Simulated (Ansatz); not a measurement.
**HfO2: band-structure calculation**

The run: band-structure calculation of HfO2 (Pca2₁, 12 atoms in the cell). Method and program: DFT r2SCAN, scalar-relativistic, plane waves, PAW, no spin polarisation (Ansatz 0.2.0).

The structure derives from a Materials Project entry. Figures and captions count atoms from 1; the log counts them from 0 in places.

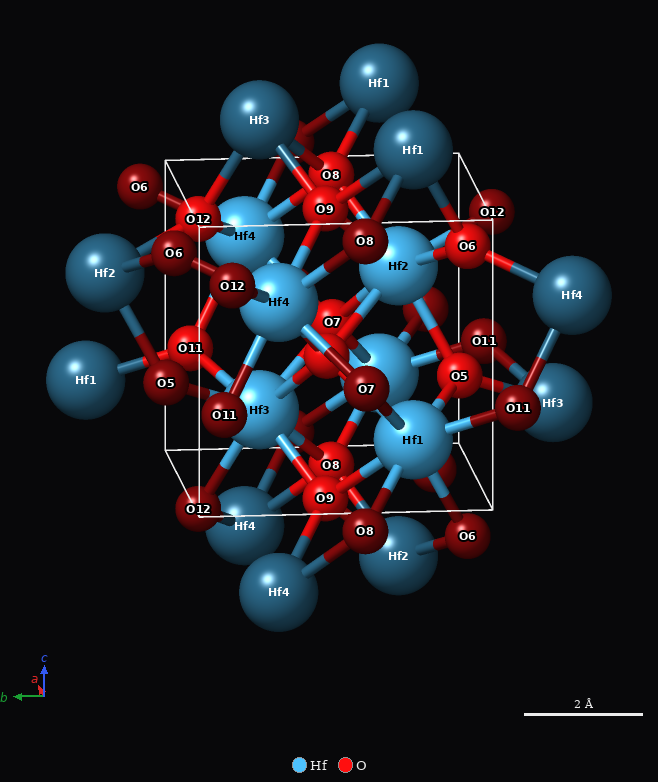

**Figure 1.** The structure as given in the input (ball-and-stick view of the cell of the calculation, seen at an oblique angle; neighbours outside the cell are drawn fainter; atoms are numbered from 1 in the order of the input). An atom can appear more than once, as a periodic image. Near neighbours in the periodic cell (some may lie outside the picture): Hf has 7 O at 2.03 to 2.24 Å; O has 3 Hf at 2.03 to 2.14 Å; O has 4 Hf at 2.12 to 2.24 Å.

## Results in brief

| quantity | value |
| --- | --- |
| outcome | converged |
| space group (tolerance 0.01 Å) | Pca2₁ (29) |
| electrons treated | 152 |
| free energy | −67505.4891 eV |
| Fermi energy | 17.031 eV |
| gap on the k-point mesh | 4.96 eV |
| gap on the band path | 5.03 eV |
| pressure | −0.01 GPa |
| largest force (length of the vector) | 0.001 eV/Å |
| hardware | 4 threads of Oxide Virtual Turin-like (Zen 5), 32 GiB of memory available, shared host |
| wall time | 1.7 min (CPU time 6.6 min) |
| peak memory | 2.1 GiB |

## Remarks

Spin–orbit coupling is left out, which matters for Hf.

## Input file
```yaml
crystal:
  lattice:
    - [5.2467020935, 0.0, 0.0]
    - [0.0, 5.0305245354, 0.0]
    - [0.0, 0.0, 5.0594488746]
  atoms:
    - { symbol: Hf, position: [0.0325044408, 0.2670267592, 0.241078118] }
    - { symbol: Hf, position: [0.4674955592, 0.2670267592, 0.741078118] }
    - { symbol: Hf, position: [0.5325044408, 0.7329732408, 0.241078118] }
    - { symbol: Hf, position: [0.9674955592, 0.7329732408, 0.741078118] }
    - { symbol: O, position: [0.367045737, 0.0700103575, 0.3807661322] }
    - { symbol: O, position: [0.132954263, 0.0700103575, 0.8807661322] }
    - { symbol: O, position: [0.7321661104, 0.4611157998, 0.4911557498] }
    - { symbol: O, position: [0.7678338896, 0.4611157998, 0.9911557498] }
    - { symbol: O, position: [0.2678338896, 0.5388842002, 0.9911557498] }
    - { symbol: O, position: [0.2321661104, 0.5388842002, 0.4911557498] }
    - { symbol: O, position: [0.867045737, 0.9299896425, 0.3807661322] }
    - { symbol: O, position: [0.632954263, 0.9299896425, 0.8807661322] }
basis:
  ecutwfc: 500
kpoints:
  mp_grid: { grid: [6, 6, 6] }
  band_path:
    path:
      - [[0.0, 0.0, 0.0], [0.5, 0.0, 0.0], [0.5, 0.5, 0.0], [0.0, 0.5, 0.0], [0.0, 0.0, 0.0], [0.0, 0.0, 0.5], [0.5, 0.0, 0.5], [0.5, 0.5, 0.5], [0.0, 0.5, 0.5], [0.0, 0.0, 0.5]]
      - [[0.5, 0.0, 0.0], [0.5, 0.0, 0.5]]
      - [[0.0, 0.5, 0.0], [0.0, 0.5, 0.5]]
      - [[0.5, 0.5, 0.0], [0.5, 0.5, 0.5]]
    npoints: 10
hamiltonian:
  xc: r2scan
scf:
  occupations: { method: gaussian, width: 0.02 }
  n_extra_bands: 30
output:
  forces: true
  stress: true
  eigenvalues: true
  populations: true
  dos: { projected: true, de: 0.02, nscf_kmesh: { grid: [9, 9, 9] } }
  bader: false
```

Launch command:
```bash
ansatz run input.yaml --threads 4 --pin off --max-ram 10240MiB --backend cpu --events-out ev --progress --plain --runs-dir out
```

## What the program printed
```
scf.n_extra_bands = 30 over 76 filled bands (N_el = 152.0): the run solves 106 bands
Engine: ansatz 0.2.0, x86_64-unknown-linux-gnu
Pseudopotentials: kind: paw
Pseudopotential: Hf, paw, valence charge 26, recommended cutoff 500 eV (meta_gga), Hf.paw.azcp
Pseudopotential: O, paw, valence charge 6, recommended cutoff 500 eV (meta_gga), O.paw.azcp
Functional definition: r2SCAN
  parameter k0 = 0.174
  parameter k1 = 0.065
  parameter a1 = 4.9479
  exchange = r2scan_x(k0 = k0, k1 = k1, a1 = a1)
  correlation = r2scan_c
Crystal: 12 atoms, lattice volume = 133.537 Å³
Basis set: ecut = 500 eV, 3383 PW (Γ), exchange–correlation on 160×160×160 points (64 copies of the dense FFT grid, shifted against one another)
Bands: 106, of which v1, the nominal top of the filled ones, is band 76 counted from 1 (75 counted from 0)
Symmetry: 4 space group operations
Space group: Pca21 (ITA 29), of the structure as read, at distance tolerance 5.1e-5 Å
k-points: 64 of 216 (time reversal used)
Non-local potential: Hf, projectors of the file, l = 0: 3, l = 1: 2, l = 2: 2, l = 3: 3
Non-local potential: O, projectors of the file, l = 0: 2, l = 1: 2, l = 2: 1
PAW form: soft (Blöchl's): semilocal exchange-correlation on the pseudo side does not see the compensation charge
PAW frozen core: Hf, regenerated for the run's functional (the file was generated under x = pbe(κ = 0.804, μ = 0.2195149727645171), c = pbe(β = 0.06672455060314922))
PAW frozen core: O, regenerated for the run's functional (the file was generated under x = pbe(κ = 0.804, μ = 0.2195149727645171), c = pbe(β = 0.06672455060314922))
PAW one-centre angular grid: Hf, 974 points (default); XC on 160 Gauss nodes
PAW one-centre angular grid: O, 302 points (default); XC on 160 Gauss nodes
Initial density: superposition of atomic densities (neutral atoms: chi_scale 0, normalization atom), corrected by the library's trained network
Initial wavefunctions: pseudopotential atomic-orbital guess
Functional: x = r2scan, c = r2scan; τ floored in thin density (d = 2e-4 eV/Å³)
SCF iter   1: F=—  HF=-67505.291723 eV  |F-HF|=—  |Δ(HF+E_count)|=         —  Δρ=1.13e-2  dr2=1.46e-1  dr2_τ=8.42e-1  ethr=1.77e-3  ⟨swp⟩=5.8  Hψ=22555  notcnv=0  defer=724
preconditioner: auto → Resta (q_TF=auto, 2.788 Å⁻¹)  ε∞=4.1  [insulator: Δε(μ)=5.142 eV  Ē_g=21.985 eV  σ=0.020 eV  W_gap=1.00  n_scr=52 (ndim 8)  ℏωp=38.6 eV  f_vac=0.040  D(μ)=0.00/eV (n_scr^D=0)  ε∞_Penn≈4.1]
SCF iter   2: F=—  HF=-67505.491145 eV  |F-HF|=—  |Δ(HF+E_count)|=   1.99e-1  Δρ=5.72e-3  dr2=3.12e-2  dr2_τ=5.85e-3  ethr=9.60e-5  ⟨swp⟩=2.0  Hψ=13102  notcnv=0  defer=1492
SCF iter   3: F=—  HF=-67505.488916 eV  |F-HF|=—  |Δ(HF+E_count)|=   2.23e-3  Δρ=3.50e-3  dr2=6.86e-3  dr2_τ=1.58e-3  ethr=2.05e-5  ⟨swp⟩=2.0  Hψ=9048  notcnv=0  defer=1492
SCF iter   4: F=—  HF=-67505.489078 eV  |F-HF|=—  |Δ(HF+E_count)|=   1.62e-4  Δρ=8.72e-4  dr2=8.56e-4  dr2_τ=1.60e-4  ethr=4.52e-6  ⟨swp⟩=2.0  Hψ=9032  notcnv=0  defer=1492
SCF iter   5: F=—  HF=-67505.489074 eV  |F-HF|=—  |Δ(HF+E_count)|=   4.16e-6  Δρ=2.15e-4  dr2=3.17e-5  dr2_τ=7.09e-6  ethr=5.63e-7  ⟨swp⟩=2.0  Hψ=9900  notcnv=0  defer=1492
SCF iter   6: F=—  HF=-67505.489104 eV  |F-HF|=—  |Δ(HF+E_count)|=   2.94e-5  Δρ=8.30e-5  dr2=7.16e-6  dr2_τ=1.40e-6  ethr=2.09e-8  ⟨swp⟩=2.0  Hψ=9132  notcnv=0  defer=1492
SCF iter   7: F=—  HF=-67505.489104 eV  |F-HF|=—  |Δ(HF+E_count)|=   9.37e-7  Δρ=1.71e-5  dr2=2.82e-7  dr2_τ=4.38e-8  ethr=4.71e-9  ⟨swp⟩=2.0  Hψ=9132  notcnv=0  defer=1492
SCF iter   8: F=-67505.489105 eV  HF=-67505.489105 eV  |F-HF|=3.22e-8  |Δ(HF+E_count)|=   1.11e-7  Δρ=7.40e-6  dr2=6.68e-8  dr2_τ=6.26e-9  ethr=6.58e-11  ⟨swp⟩=9.5  Hψ=33289  notcnv=0
SCF 1 converged in 8 iterations: F = -67505.489105 eV  dr2 = 6.68e-8
  greatest PAW one-centre occupation: 0.999 electrons in one spin orbital (limit 2), on the Hf atom at site 2 (counted from 0), in its partial waves of l = 3
```

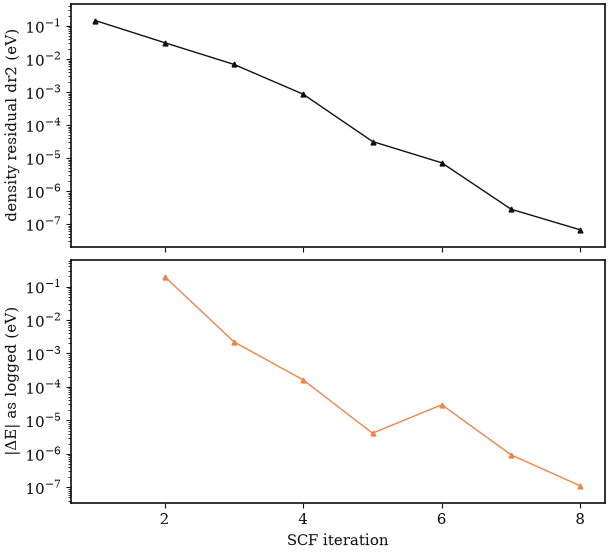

**Figure 2.** Convergence of the self-consistent field: density residual dr2 and size of the energy change against the SCF iteration. The residual falls at every step.

```
NSCF: frozen V_eff on 124 k-points
NSCF: frozen V_eff on 125 k-points
SCF converged after 8 iterations
Free energy (F): -67505.489105 eV
Harris-Foulkes:  -67505.489105 eV  (|F-HF|=3.22e-8)
Internal energy: -67505.489105 eV  (E = F + TS)
E sigma→0 (E₀):  -67505.489105 eV
Fermi energy:    17.031471 eV
--- Per-component energies (eV) ---
  E_band       = 13.354187
  E_kinetic    = 3100.001928
  E_local      = -23544.910901  (includes V_loc(G=0)·N_el)
  E_nonlocal   = -4609.020916
  E_hartree    = 10790.437104
  E_xc         = -1724.177389
  E_vxc        = -2021.500908  (∫ρ·V_xc dr)
  E_paw        = -29087.152207  (= ΣΔE_a)
  E_vpaw       = 5397.208735  (= ΣTr[D̂ρ^β])
  E_aug_tail   = 0.008372  (compensation charges beyond the density's cutoff)
  E_vtau       = 110.689651  (kinetic-family band-sum trace: ∫τ·v_τ [+ j·A + Jᵃ·Aᵃ] dr)
  E_ewald      = -22431.705657
  E_core_change = 1.030560  (= ΣΔE_core)
  E_smearing   = -0.000000  (= −TS)
  E_closure    = 0.000000  (closes the sum)
  Σ components = -67505.489105   (vs F -67505.489105, Δ=0.00e0)
--- Forces (eV/Å), atoms counted from 1 ---
  atom   1  Hf     0.00062224    -0.00002827     0.00008620
  atom   2  Hf    -0.00062224    -0.00002827     0.00008620
  atom   3  Hf     0.00062224     0.00002827     0.00008620
  atom   4  Hf    -0.00062224     0.00002827     0.00008620
  atom   5  O     -0.00049024     0.00018021     0.00012473
  atom   6  O      0.00049024     0.00018021     0.00012473
  atom   7  O     -0.00050283    -0.00064685    -0.00024490
  atom   8  O      0.00050283    -0.00064685    -0.00024490
  atom   9  O      0.00050283     0.00064685    -0.00024490
  atom  10  O     -0.00050283     0.00064685    -0.00024490
  atom  11  O     -0.00049024    -0.00018021     0.00012473
  atom  12  O      0.00049024    -0.00018021     0.00012473
  max |Σ_I F_I| component: 1.36e-4 eV/Å
--- Stress (GPa, compression-positive) ---
       -0.012410       0.000000      -0.000000
        0.000000      -0.008158       0.000000
       -0.000000       0.000000      -0.005434
  P = ⅓ Tr σ = -0.0087 GPa (-0.087 kbar)
--- Band table (eV; the first three rows and the last of 64) ---
  k-point 0: bands = ["-47.4217", "-47.4015", "-47.4015", "-47.3996", "-15.8269", "-15.8011", "-15.7964", "-15.5303", "-15.4848", "-15.4545", "-15.4452", "-15.4358", "-15.4296", "-15.3221", "-15.3188", "-15.3147", "-4.6259", "-3.2670", "-3.0649", "-3.0573", "-2.5482", "-2.4634", "-2.4041", "-2.3252", "4.2103", "4.2193", "4.2234", "4.2258", "4.2317", "4.2325", "4.2352", "4.2358", "4.2362", "4.2416", "4.2422", "4.2467", "4.2486", "4.2511", "4.2547", "4.2553", "4.2578", "4.2589", "4.2606", "4.2647", "4.2727", "4.2760", "4.2777", "4.2800", "4.2955", "4.3077", "4.3106", "4.3774", "8.9822", "9.0662", "9.1985", "9.8247", "9.9880", "10.0521", "11.3414", "11.4144", "11.4386", "11.4616", "11.9474", "12.2517", "12.3891", "12.5888", "12.6875", "12.9136", "13.1037", "13.3130", "13.4355", "13.5892", "13.8563", "14.3687", "14.4946", "14.5531", "20.0092", "20.2689", "20.3835", "20.7772", "20.9016", "21.0373", "21.0893", "21.2918", "21.4314", "21.8755", "22.4288", "22.4798", "22.6951", "22.7215", "23.4964", "23.5912", "24.1083", "24.7740", "25.4793", "25.6055", "25.6461", "27.7594", "28.5640", "28.7497", "28.8888", "29.3943", "29.4396", "30.1526", "30.1902", "30.4226"]
  k-point 1: bands = ["-47.4203", "-47.4015", "-47.4015", "-47.4011", "-15.7993", "-15.7831", "-15.7794", "-15.5562", "-15.4787", "-15.4672", "-15.4615", "-15.4362", "-15.4104", "-15.3467", "-15.3300", "-15.3224", "-4.5080", "-3.2508", "-3.0944", "-3.0702", "-2.6173", "-2.4576", "-2.4046", "-2.3592", "4.2092", "4.2198", "4.2215", "4.2251", "4.2300", "4.2328", "4.2365", "4.2369", "4.2379", "4.2412", "4.2426", "4.2462", "4.2479", "4.2491", "4.2544", "4.2549", "4.2572", "4.2616", "4.2634", "4.2684", "4.2739", "4.2753", "4.2765", "4.2779", "4.2938", "4.3090", "4.3092", "4.3693", "9.1181", "9.1199", "9.3054", "9.8724", "10.1006", "10.2827", "11.1375", "11.1631", "11.3950", "11.5149", "11.7621", "12.2661", "12.3286", "12.5360", "12.6146", "13.0687", "13.1457", "13.3881", "13.4884", "13.5540", "13.5668", "14.3170", "14.4457", "14.4813", "19.9095", "20.2630", "20.3329", "20.7870", "20.8482", "21.0568", "21.1312", "21.2729", "21.7276", "22.0494", "22.5175", "22.5336", "22.6735", "22.7969", "23.5107", "23.6395", "24.1204", "24.8649", "25.3953", "25.5228", "25.5559", "27.3758", "27.6850", "28.7667", "29.0495", "29.5564", "29.6790", "30.1691", "30.5002", "30.6399"]
  k-point 2: bands = ["-47.4162", "-47.4051", "-47.4015", "-47.4015", "-15.7448", "-15.7249", "-15.7213", "-15.6183", "-15.5250", "-15.4764", "-15.4639", "-15.4539", "-15.3929", "-15.3791", "-15.3509", "-15.3418", "-4.1842", "-3.3125", "-3.2085", "-3.1053", "-2.6596", "-2.4514", "-2.4424", "-2.4098", "4.2082", "4.2139", "4.2240", "4.2252", "4.2275", "4.2303", "4.2346", "4.2348", "4.2429", "4.2439", "4.2460", "4.2461", "4.2476", "4.2507", "4.2552", "4.2553", "4.2607", "4.2631", "4.2649", "4.2654", "4.2735", "4.2736", "4.2777", "4.2785", "4.2948", "4.3054", "4.3127", "4.3481", "9.1512", "9.4594", "9.9132", "9.9492", "10.2797", "10.7144", "10.7314", "10.8050", "11.0377", "11.5385", "11.7368", "12.0097", "12.3797", "12.4406", "12.6618", "12.7215", "12.7757", "13.1368", "13.5224", "13.5845", "13.9539", "14.2764", "14.3464", "14.3553", "19.7193", "20.0110", "20.2893", "20.5689", "21.0726", "21.1071", "21.1922", "21.2729", "22.3577", "22.5050", "22.5618", "22.5783", "22.8207", "22.9555", "23.4536", "23.9612", "24.1745", "25.0304", "25.2037", "25.2777", "25.3107", "25.8889", "27.7262", "28.4481", "29.5439", "29.7134", "29.8127", "30.1291", "30.9229", "31.0564"]
  k-point 63: bands = ["-47.4061", "-47.4061", "-47.4061", "-47.4061", "-15.7977", "-15.7977", "-15.7977", "-15.7977", "-15.3901", "-15.3901", "-15.3901", "-15.3901", "-15.3589", "-15.3589", "-15.3589", "-15.3589", "-3.5367", "-3.5367", "-3.5367", "-3.5367", "-2.4180", "-2.4180", "-2.4180", "-2.4180", "4.2198", "4.2198", "4.2198", "4.2198", "4.2331", "4.2331", "4.2331", "4.2331", "4.2437", "4.2437", "4.2437", "4.2437", "4.2519", "4.2519", "4.2519", "4.2519", "4.2648", "4.2648", "4.2648", "4.2648", "4.2780", "4.2780", "4.2780", "4.2780", "4.2990", "4.2990", "4.2990", "4.2990", "10.2068", "10.2068", "10.2068", "10.2068", "10.6276", "10.6276", "10.6276", "10.6276", "11.6364", "11.6364", "11.6364", "11.6364", "12.3902", "12.3902", "12.3902", "12.3902", "13.0486", "13.0486", "13.0486", "13.0486", "13.7204", "13.7204", "13.7204", "13.7204", "19.7575", "19.7575", "19.7575", "19.7575", "20.9885", "20.9885", "20.9885", "20.9885", "22.0978", "22.0978", "22.0978", "22.0978", "23.8589", "23.8589", "23.8589", "23.8589", "25.4454", "25.4454", "25.4454", "25.4454", "26.8164", "26.8164", "26.8164", "26.8164", "28.4549", "28.4549", "28.4549", "28.4549", "33.0767", "33.0767"]
--- Löwdin populations: 12 sites ---
  site symbol       q [e]
     0     Hf     24.4816
     1     Hf     24.4816
     2     Hf     24.4816
     3     Hf     24.4816
     4      O      6.7103
     5      O      6.7103
     6      O      6.7101
     7      O      6.7101
     8      O      6.7101
     9      O      6.7101
    10      O      6.7103
    11      O      6.7103
  spilling = 0.002581 (of n_electrons = 152.000000)
```

## File populations.tsv
```
# site	symbol	l	j	q
# orbitals = lowdin
# n_electrons = 152.000000
# spilling = 0.002581
0	Hf	0_5S	-	1.967779
0	Hf	0_6S	-	0.423518
0	Hf	1_5P	-	5.982725
0	Hf	2_5D	-	2.110851
0	Hf	3_4F	-	13.996719
1	Hf	0_5S	-	1.967779
1	Hf	0_6S	-	0.423518
1	Hf	1_5P	-	5.982725
1	Hf	2_5D	-	2.110851
1	Hf	3_4F	-	13.996719
2	Hf	0_5S	-	1.967779
2	Hf	0_6S	-	0.423518
2	Hf	1_5P	-	5.982725
2	Hf	2_5D	-	2.110851
2	Hf	3_4F	-	13.996719
3	Hf	0_5S	-	1.967779
3	Hf	0_6S	-	0.423518
3	Hf	1_5P	-	5.982725
3	Hf	2_5D	-	2.110851
3	Hf	3_4F	-	13.996719
4	O	0_2S	-	1.699852
4	O	1_2P	-	5.010419
5	O	0_2S	-	1.699852
5	O	1_2P	-	5.010419
6	O	0_2S	-	1.693754
6	O	1_2P	-	5.016311
7	O	0_2S	-	1.693754
7	O	1_2P	-	5.016311
8	O	0_2S	-	1.693754
8	O	1_2P	-	5.016311
9	O	0_2S	-	1.693754
9	O	1_2P	-	5.016311
10	O	0_2S	-	1.699852
10	O	1_2P	-	5.010419
11	O	0_2S	-	1.699852
11	O	1_2P	-	5.010419
```

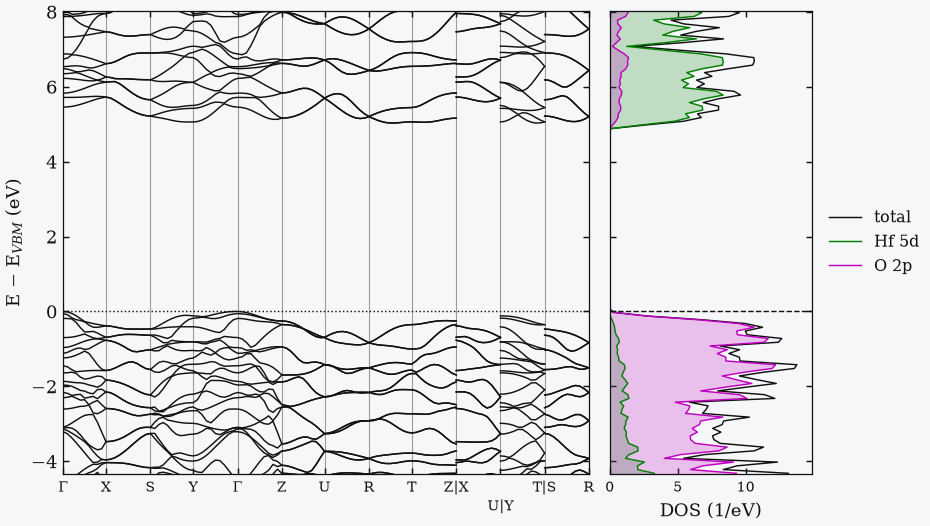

**Figure 3.** Band structure along Γ–X–S–Y–Γ–Z–U–R–T–Z|X–U|Y–T|S–R and density of states (projected on Löwdin-orthogonalised atomic shells), with energies from the valence-band top. There is a gap of 5.03 eV on this path, indirect, from Γ to between Y and T.
